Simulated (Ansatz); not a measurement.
## AlCu4: an electron-density study

Space group P2_13. The cell comes from a database of computed structures, not from a measurement.

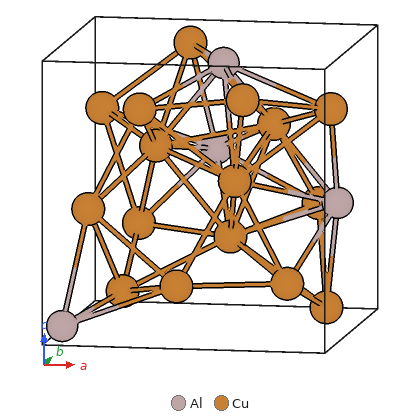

The conventional cell.

Input file:

```
crystal:
  lattice:
    - [6.24356527, 0.0, 0.0]
    - [0.0, 6.24356527, 0.0]
    - [0.0, 0.0, 6.24356527]
  atoms:
    - { symbol: Al, position: [0.44089041, 0.94089041, 0.55910959] }
    - { symbol: Al, position: [0.94089041, 0.55910959, 0.44089041] }
    - { symbol: Al, position: [0.55910959, 0.44089041, 0.94089041] }
    - { symbol: Al, position: [0.05910959, 0.05910959, 0.05910959] }
    - { symbol: Cu, position: [0.80907878, 0.30907878, 0.19092122] }
    - { symbol: Cu, position: [0.30907878, 0.19092122, 0.80907878] }
    - { symbol: Cu, position: [0.19092122, 0.80907878, 0.30907878] }
    - { symbol: Cu, position: [0.69092122, 0.69092122, 0.69092122] }
    - { symbol: Cu, position: [0.04875566, 0.87489095, 0.69996473] }
    - { symbol: Cu, position: [0.30003527, 0.54875566, 0.62510905] }
    - { symbol: Cu, position: [0.37489095, 0.80003527, 0.95124434] }
    - { symbol: Cu, position: [0.54875566, 0.62510905, 0.30003527] }
    - { symbol: Cu, position: [0.80003527, 0.95124434, 0.37489095] }
    - { symbol: Cu, position: [0.87489095, 0.69996473, 0.04875566] }
    - { symbol: Cu, position: [0.95124434, 0.37489095, 0.80003527] }
    - { symbol: Cu, position: [0.69996473, 0.04875566, 0.87489095] }
    - { symbol: Cu, position: [0.62510905, 0.30003527, 0.54875566] }
    - { symbol: Cu, position: [0.45124434, 0.12510905, 0.19996473] }
    - { symbol: Cu, position: [0.19996473, 0.45124434, 0.12510905] }
    - { symbol: Cu, position: [0.12510905, 0.19996473, 0.45124434] }
basis:
  ecutwfc: 500
  fft_grid_basis: typed
kpoints:
  mp_grid: { grid: [6, 6, 6] }
hamiltonian:
  xc: pbesol
  pseudopotentials: { kind: paw }
scf:
  occupations: { method: gaussian, width: 0.05 }
output:
  forces: true
  stress: true
  eigenvalues: true
  bader: true
  write_density: true
  volumetric_format: npy
  elf: true
```

Command:

```sh
ansatz run input.yaml --threads 4 --pin off --max-ram 8192MiB --backend cpu --events-out ev --progress --plain --runs-dir out
```

The picture shows the conventional cell (a = 6.24 Å, b = 6.24 Å, c = 6.24 Å, α = 90.00°, β = 90.00°, γ = 90.00°).

These are results of Ansatz 0.2.0, DFT PBEsol, scalar-relativistic, plane waves, PAW, not measurements.

Core electrons are frozen (PAW), so the maps are meaningful between the atoms, not at the nuclei.

Part 1: Bonding charge

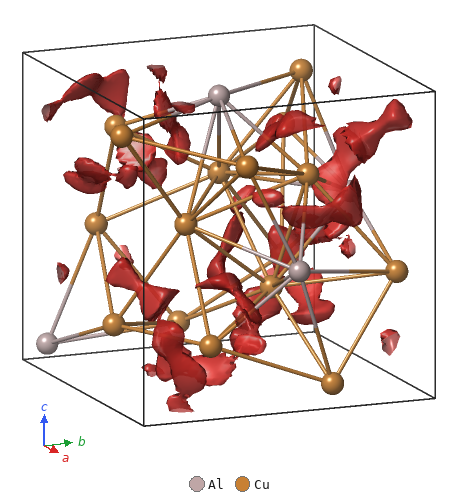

Density of the crystal less the sum of free-atom densities: red surfaces at +0.05, none at −0.05 e/Å³, in the conventional cell seen slightly off an axis (the regions close to the nuclei are left out). Cores are masked to 0.8 Å (Al) and 0.9 Å (Cu).

**Read the map: where is density gained and where lost?**

Al–Cu (2.36 Å): Δρ is +0.05 e/Å³ at the midpoint.
- Cu–Cu (2.51 Å): Δρ is +0.05 e/Å³ at the midpoint.
- Over the whole cell, outside the masked cores, the largest gain, 0.06 e/Å³, lies 1.1 Å from a copper nucleus and 1.3 Å from an aluminium one, and the largest loss lies at the edge of the masked core of Al.
- In all about 0.25 e an atom is rearranged against the free atoms.
- Bader charges: Al +1.64 and Cu −0.89 to −0.25 e. Among metals such charges hang on how the charge between the atoms is shared out.

Part 2: Change of volume

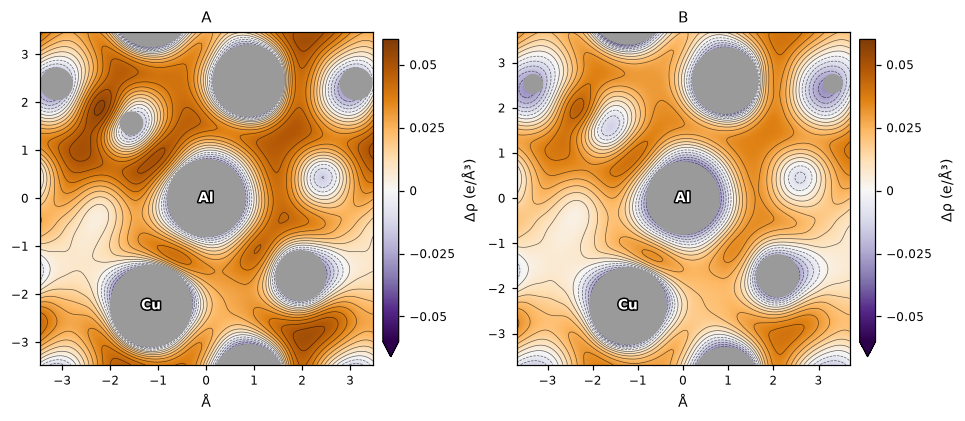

AlCu4: deformation density on the (100) plane of the conventional cell at two volumes, with the same fractional coordinates and one colour scale. Grey discs cover the cores.

**Which panel is the larger cell, by how much, and what changes?**

B is the larger cell: B has 120 % of the volume of A.
- The pressure is −1 GPa in A and −18 GPa in B.
- The rearranged charge is 0.25 e an atom in A and 0.23 e in B.

Part 3: Moving an atom

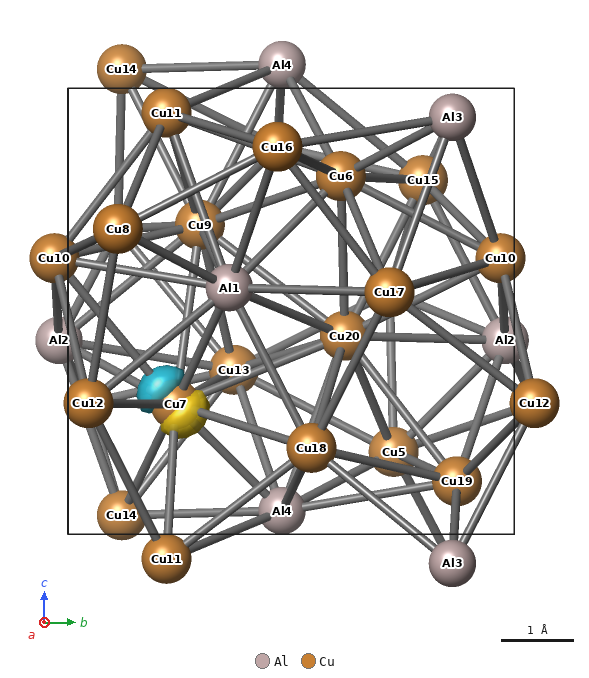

AlCu4: one atom of the 20-atom cell (and its periodic copies) was moved a little. Density after less density before, yellow at +4 and cyan at −4 e/Å³, seen along the a axis; cell a = 6.24 Å, b = 6.24 Å, c = 6.24 Å, α = 90.00°, β = 90.00°, γ = 90.00°. The lobes lie largely inside the PAW sphere, where the density is a smoothed one.

**Which atom moved, and which way?**

Cu7 moved towards the yellow lobe, down and to the right in the picture. In the run the shift was 0.10 Å roughly along [0 1 −1] in the axes of the cell drawn.

**How much does the computed force on the atom change?**

The force on it changes by 1.06 eV/Å along the move, against it: a stiffness of about 11 eV/Å² for this sublattice shift.

Part 4: Putting it together

The two pressures give a mean stiffness −ΔP/Δln V of about 91 GPa over this range, with the atoms held at their fractional positions.

Run times: 3.4 min (base cell), 3.4 min (scaled cell) and 8.9 min (moved atom), on 4 threads of Arm Neoverse N1, on a shared host.
